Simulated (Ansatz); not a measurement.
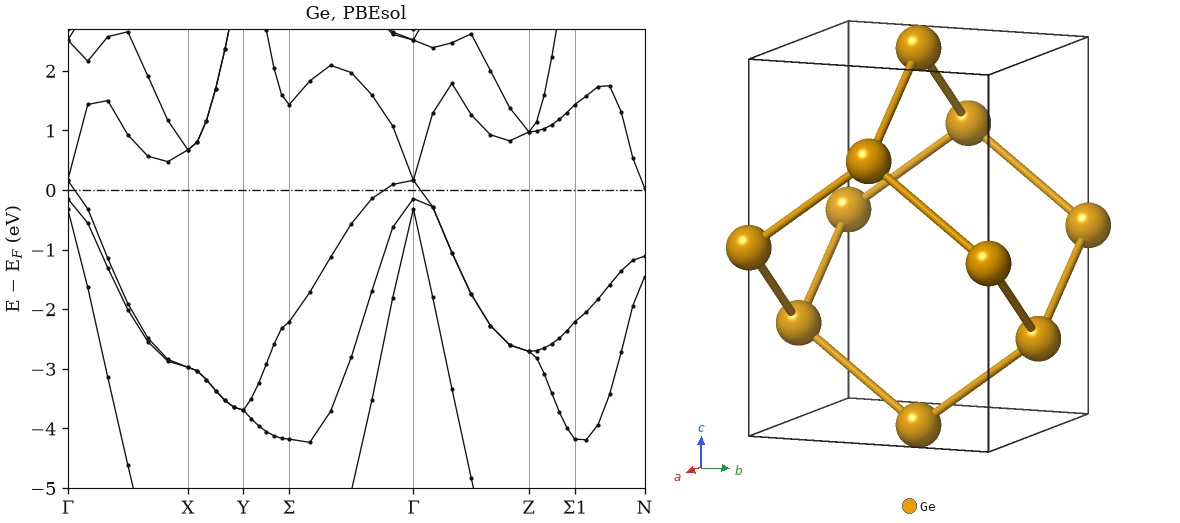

Band structure, beside the structure. Energies are counted from the Fermi level. The path runs straight from each named point to the next. The path has few k points, so lines between them are rough.

Calculation on Ge, space group I4_1/amd (No. 141), 2 atoms in the primitive cell, strain z of 0.04; a = 4.001 Å, c = 5.884 Å (tetragonal axes).

Method: PBEsol, all-electron LAPW, no spin polarisation, no spin-orbit coupling, 8×8×8 k mesh, Fermi-Dirac smearing of 0.05 eV (Ansatz 0.2.0).

Is there a gap at the Fermi level?

A metal: bands cross the Fermi level along this path.

Which levels at Γ lie nearest to the Fermi level?

At Γ the nearest levels lie 0.14 eV below and 0.16 eV above the Fermi level.

The bands overlap only a little at an even electron count, and semilocal functionals can close small gaps, so the real material need not be a metal. Bands are joined in order of energy, so crossings between the computed points show as kinks or gaps. In reduced coordinates of the cell that was run, X is (−0.5, 0, −0.5), Y is (−0.5, −0.231, −0.731), Σ is (−0.366, −0.366, −0.731), Z is (0.5, 0.5, 0), Σ1 is (0.366, 0.366, −0.269) and N is (0, 0, −0.5).
